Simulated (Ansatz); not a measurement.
Geometry relaxation, with input and output: Ta₄N₃ (part 2 of 2)

Continued. System: Ta₄N₃ (7 atoms in the cell). Method: DFT PBEsol, scalar-relativistic, plane waves, PAW, no spin polarisation (Ansatz 0.2.0); cutoff 420 eV, 6×6×6 k-mesh, Gaussian smearing of 0.1 eV. The structure derives from a Materials Project entry.

Geometry of the input (Å; fractional positions):
```
-2.2032  2.2032  4.3106
2.2032  -2.2032  4.3106
2.2032  2.2032  -4.3106
Ta -0.0000  0.5000  0.5000
Ta 0.2638  0.2638  -0.0000
Ta 0.5000  0.0000  0.5000
Ta 0.7362  0.7362  0.0000
N  0.7500  0.2500  0.5000
N  0.0000  0.0000  0.0000
N  0.2500  0.7500  0.5000
```

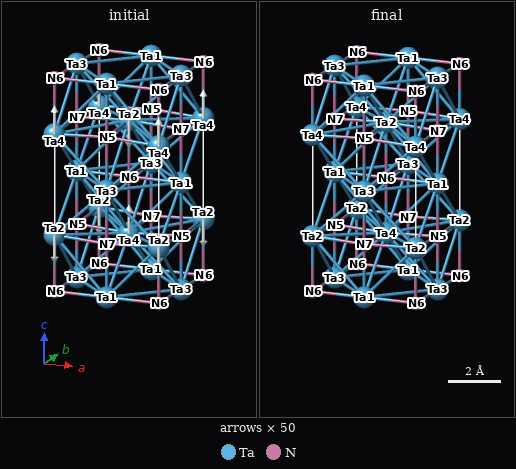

**Figure 1.** Before (left) and after (right) the relaxation, at one scale (ball-and-stick view of the cell 2 times as large as that of the calculation, set on its symmetry axes, seen slightly off an axis). The white arrows give the displacements (without the part carried along by the change of the cell), magnified 50 times. After 3 geometry steps the energy has fallen by 93.1 meV per cell of the calculation. The largest force component goes from 0.22 to 0.0013 eV/Å. The pressure goes from −9.81 to −0.09 GPa. The largest moves relative to the cell, 0.023 Å, are those of Ta2 and Ta4. N stays in place. Cell: a = b 4.406 → 4.357 Å (−1.1 %), c 8.621 → 8.547 Å (−0.9 %). Volume −3.1 %. Among the contacts that change: Ta1–Ta2 3.167 → 3.119 Å, Ta2–N6 2.274 → 2.231 Å, Ta2–Ta4 3.125 → 3.087 Å, Ta1–Ta3 3.116 → 3.081 Å. The space group stays I4/mmm (No. 139). A last SCF at the same geometry on a re-selected plane-wave basis shifts the energy by +5.5 meV per cell of the calculation. (Atoms are counted from 1 in the order of the input.)

```
basis re-selected at this cell: Δ(F+E_penalty+E_count) = +5.472e-3 eV, ΔP = -0.109 GPa vs the last step (what re-selecting the basis moved, of the pressure what is left beyond the Pulay correction that the steps carried, after the strain that the cell walked since its last selection, with what the two solves' SCF thresholds leave and, on support functions, any second-order correction that the steps lacked; it is no measure of the basis error at this ecutwfc). This SCF's stress stands 2.40e-1 GPa from its target on what of the cell is left free (relax.cell.stress_tol is 5.00e-1 GPa) and its largest allowed force component is 1.34e-3 eV/Å (relax.f_tol is 5.00e-2 eV/Å): within both
SCF converged after 4 iterations
Free energy (F): -40369.144771 eV
Harris-Foulkes:  -40369.144771 eV  (|F-HF|=5.02e-10)
Internal energy: -40369.135853 eV  (E = F + TS)
E sigma→0 (E₀):  -40369.140312 eV
Entropy (-TS):   -0.008918 eV (-1.274 meV/atom)
Fermi energy:    20.755392 eV
--- Per-component energies (eV) ---
  E_band       = -243.506191
  E_kinetic    = 1870.478588
  E_local      = -2358.435157  (includes V_loc(G=0)·N_el)
  E_nonlocal   = 206.047271
  E_hartree    = 805.367460
  E_xc         = -1052.462788
  E_vxc        = -1051.175023  (∫ρ·V_xc dr)
  E_paw        = -33459.564634  (= ΣΔE_a)
  E_vpaw       = -521.156905  (= ΣTr[D̂ρ^β])
  E_aug_tail   = 0.000921  (compensation charges beyond the density's cutoff)
  E_ewald      = -6381.506397
  E_core_change = 0.938882  (= ΣΔE_core)
  E_smearing   = -0.008918  (= −TS)
  E_closure    = -0.000000  (closes the sum)
  Σ components = -40369.144771   (vs F -40369.144771, Δ=0.00e0)
--- Forces (eV/Å), atoms counted from 1 ---
  atom   1  Ta     0.00000000    -0.00000000    -0.00000000
  atom   2  Ta    -0.00000000    -0.00000000    -0.00133758
  atom   3  Ta     0.00000000     0.00000000    -0.00000000
  atom   4  Ta     0.00000000     0.00000000     0.00133758
  atom   5  N     -0.00000000     0.00000000    -0.00000000
  atom   6  N      0.00000000     0.00000000     0.00000000
  atom   7  N      0.00000000    -0.00000000     0.00000000
  max |Σ_I F_I| component: 3.47e-18 eV/Å
--- Stress (GPa, compression-positive) ---
       -0.008202       0.000000       0.000000
        0.000000      -0.008202      -0.000000
        0.000000      -0.000000      -0.240062
  P = ⅓ Tr σ = -0.0855 GPa (-0.855 kbar)
--- Band table (eV; the first three rows and the last of 30) ---
  k-point 0: bands = ["-48.0397", "-47.9923", "-47.5006", "-47.4641", "-14.9385", "-14.9385", "-14.8426", "-14.5766", "-14.5766", "-14.4302", "-14.3705", "-14.3705", "-14.2938", "-13.9865", "-13.6479", "-13.6479", "2.4882", "3.8529", "4.1985", "13.5163", "14.1889", "14.3069", "14.3069", "15.3388", "15.3388", "15.6804", "15.8960", "16.4665", "16.9221", "16.9221", "19.4875", "19.4875", "19.7826", "20.1165", "20.1165", "21.6433", "21.6983", "21.6983", "22.0081", "24.0474", "24.0883"]
  k-point 1: bands = ["-48.0332", "-47.9976", "-47.4966", "-47.4692", "-15.0358", "-14.8412", "-14.7622", "-14.7000", "-14.6039", "-14.5503", "-14.2818", "-14.2751", "-14.2279", "-14.0319", "-13.7288", "-13.6276", "2.9102", "4.1637", "4.4711", "12.9185", "13.0787", "14.1308", "14.3148", "14.3723", "14.9151", "15.0913", "15.7445", "16.1471", "16.3108", "17.5684", "19.2960", "19.7125", "19.7952", "19.9684", "21.0821", "21.8008", "21.8178", "22.7439", "23.1029", "23.4291", "24.3579"]
  k-point 2: bands = ["-48.0202", "-48.0082", "-47.4886", "-47.4794", "-15.1918", "-14.9382", "-14.7830", "-14.6502", "-14.5554", "-14.4964", "-14.3221", "-14.1584", "-14.1341", "-14.1178", "-13.8109", "-13.5684", "3.8776", "4.8276", "5.0731", "11.5482", "11.8988", "12.6873", "13.5736", "13.6535", "14.0304", "14.0922", "14.3103", "15.2657", "17.5483", "18.9231", "19.0653", "19.5573", "20.6823", "20.9683", "22.0614", "22.6356", "22.9734", "23.1707", "23.5228", "23.5793", "23.7294"]
  k-point 29: bands = ["-48.0352", "-47.9927", "-47.5049", "-47.4642", "-15.0289", "-15.0289", "-14.5361", "-14.5361", "-14.5240", "-14.4308", "-14.3690", "-14.2982", "-14.2982", "-14.2526", "-13.6632", "-13.6632", "3.3462", "3.5680", "3.6754", "12.7201", "14.3696", "14.8082", "14.8082", "15.7977", "15.7977", "15.8828", "16.3855", "16.3855", "16.6578", "16.7604", "16.7604", "16.9942", "17.9196", "21.6275", "21.6275", "22.2749", "23.2162", "23.5654", "23.5654", "23.7985", "24.0094"]
--- Relaxed structure (4 steps of the walk, 4 accepted, 1 SCFs on fresh bases) ---
  F+E_penalty+E_count = -40369.14477138 eV   max|allowed force component| = 1.338e-3 eV/Å   (the final SCF, on the basis selected at the relaxed cell)
  cell:  # Å, volume = 81.1270 Å³
    - [-2.178561036725979, 2.178561036725979, 4.273327493167887]
    - [2.178561036725979, -2.178561036725979, 4.273327493167887]
    - [2.178561036725979, 2.178561036725979, -4.273327493167887]
  atoms:
    - { symbol: Ta, position: [-2.874505777081569e-20, 0.5, 0.5] }
    - { symbol: Ta, position: [0.26108692695781915, 0.26108692695781915, -4.479470148155703e-35] }
    - { symbol: Ta, position: [0.5, -2.874505777081569e-20, 0.5] }
    - { symbol: Ta, position: [0.738913073042181, 0.738913073042181, -3.907120031614194e-35] }
    - { symbol: N, position: [0.75, 0.25000000000000006, 0.5] }
    - { symbol: N, position: [-2.874505777081568e-20, -2.874505777081564e-20, 3.453684039294311e-35] }
    - { symbol: N, position: [0.25000000000000006, 0.75, 0.5] }
```

## Trajectory as extended XYZ (Å, eV, eV/Å), 5 frames, from step=1 to step=5
```
7
Lattice="-2.2032 2.2032 4.3106 2.2032 -2.2032 4.3106 2.2032 2.2032 -4.3106" Properties=species:S:1:pos:R:3:forces:R:3 step=1 energy=-40369.05718 pressure_GPa=-9.81
Ta    2.2032    0.0000    0.0000    0.0000   0.0000   0.0000
Ta    0.0000    0.0000    2.2745    0.0000   0.0000  -0.2190
Ta    0.0000    2.2032    0.0000    0.0000   0.0000   0.0000
Ta    0.0000    0.0000    6.3468    0.0000   0.0000   0.2190
N     0.0000    2.2032    2.1553    0.0000   0.0000   0.0000
N     0.0000    0.0000    0.0000    0.0000   0.0000   0.0000
N     2.2032    0.0000    2.1553    0.0000   0.0000   0.0000
7
Lattice="-2.1626 2.1626 4.2394 2.1626 -2.1626 4.2394 2.1626 2.1626 -4.2394" Properties=species:S:1:pos:R:3:forces:R:3 step=2 energy=-40369.10314 pressure_GPa=7.95
Ta    2.1626    0.0000    0.0000    0.0000   0.0000   0.0000
Ta    0.0000    0.0000    2.2420    0.0000   0.0000  -0.2759
Ta    0.0000    2.1626    0.0000    0.0000   0.0000   0.0000
Ta    0.0000    0.0000    6.2369    0.0000   0.0000   0.2759
N     0.0000    2.1626    2.1197    0.0000   0.0000   0.0000
N     0.0000    0.0000    0.0000    0.0000   0.0000   0.0000
N     2.1626    0.0000    2.1197    0.0000   0.0000   0.0000
7
Lattice="-2.1795 2.1795 4.2750 2.1795 -2.1795 4.2750 2.1795 2.1795 -4.2750" Properties=species:S:1:pos:R:3:forces:R:3 step=3 energy=-40369.14844 pressure_GPa=-0.43
Ta    2.1795    0.0000    0.0000    0.0000   0.0000   0.0000
Ta    0.0000    0.0000    2.2441    0.0000   0.0000  -0.1173
Ta    0.0000    2.1795    0.0000    0.0000   0.0000   0.0000
Ta    0.0000    0.0000    6.3059    0.0000   0.0000   0.1173
N     0.0000    2.1795    2.1375    0.0000   0.0000   0.0000
N     0.0000    0.0000    0.0000    0.0000   0.0000   0.0000
N     2.1795    0.0000    2.1375    0.0000   0.0000   0.0000
7
Lattice="-2.1786 2.1786 4.2733 2.1786 -2.1786 4.2733 2.1786 2.1786 -4.2733" Properties=species:S:1:pos:R:3:forces:R:3 step=4 energy=-40369.15024 pressure_GPa=0.02
Ta    2.1786    0.0000    0.0000    0.0000   0.0000   0.0000
Ta    0.0000    0.0000    2.2314    0.0000   0.0000  -0.0013
Ta    0.0000    2.1786    0.0000    0.0000   0.0000   0.0000
Ta    0.0000    0.0000    6.3152    0.0000   0.0000   0.0013
N     0.0000    2.1786    2.1367    0.0000   0.0000   0.0000
N     0.0000    0.0000    0.0000    0.0000   0.0000   0.0000
N     2.1786    0.0000    2.1367    0.0000   0.0000   0.0000
7
Lattice="-2.1786 2.1786 4.2733 2.1786 -2.1786 4.2733 2.1786 2.1786 -4.2733" Properties=species:S:1:pos:R:3:forces:R:3 step=5 energy=-40369.14477 pressure_GPa=-0.09
Ta    2.1786    0.0000    0.0000    0.0000   0.0000   0.0000
Ta    0.0000    0.0000    2.2314    0.0000   0.0000  -0.0013
Ta    0.0000    2.1786    0.0000    0.0000   0.0000   0.0000
Ta    0.0000    0.0000    6.3152    0.0000   0.0000   0.0013
N     0.0000    2.1786    2.1367    0.0000   0.0000   0.0000
N     0.0000    0.0000    0.0000    0.0000   0.0000   0.0000
N     2.1786    0.0000    2.1367    0.0000   0.0000   0.0000
```

## Results in brief

- outcome: converged
- space group (tolerance 0.01 Å): I4/mmm (139)
- electrons treated: 67
- free energy: −40369.1448 eV
- Fermi energy: 20.755 eV
- gap on the k-point mesh: none (metallic)
- pressure: −0.09 GPa
- final volume: 81.13 Å³
- largest force (length of the vector) at the end: 0.001 eV/Å
- final cell: a = 5.268 Å, b = 5.268 Å, c = 5.268 Å, α = 131.15°, β = 131.15°, γ = 71.58°
- wall time: 4.8 s (CPU time 9.1 s)
- peak memory: 0.47 GiB

## Notes

Spin–orbit coupling is left out, which matters for Ta. The cell holds an odd number of electrons but the run has no spin polarisation, so a band is left half filled.
